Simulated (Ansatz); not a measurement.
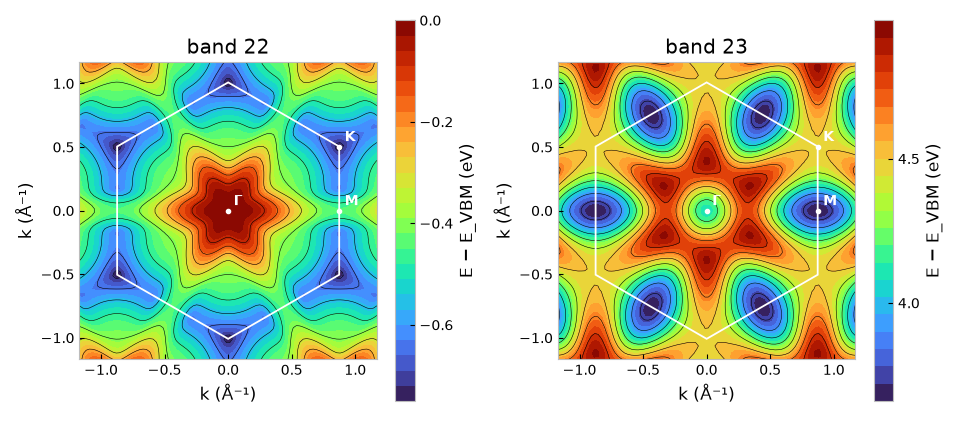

Two bands of a single layer of MgI₂ (space group of the slab cell P-3m1) over the plane of the sheet: the highest mostly filled and the lowest mostly empty one.

Level of theory: DFT PBE, scalar-relativistic, plane waves, PAW; levels and slopes on a dense k mesh at the converged density (Ansatz 0.2.0). No spin polarisation. The levels come from a k mesh of 54×54×1 points. Cell and positions as given, without relaxation.

Give both levels and their distance at the named points.

Answer.
| point | lower band (eV) | upper band (eV) | distance (eV) |
| --- | --- | --- | --- |
| Γ | 0.00 | 4.10 | 4.10 |
| K | −0.75 | 4.50 | 5.25 |
| M | −0.45 | 3.68 | 4.12 |

Where are the band edges of the whole zone?

Answer. The valence band has one maximum at Γ, two bands meeting there, with masses of 0.31 and 9.81 mₑ along x and 0.31 and over 10 mₑ along y; the conduction band has three equivalent minima at M, principal masses 0.28 and 0.68 mₑ. The gap is indirect, 3.68 eV at this level of theory, which underestimates gaps and can reorder valleys that lie close.

Spin-orbit coupling, left out here, can change the gap, its kind, the place of the band edges and the masses, since the compound holds I.
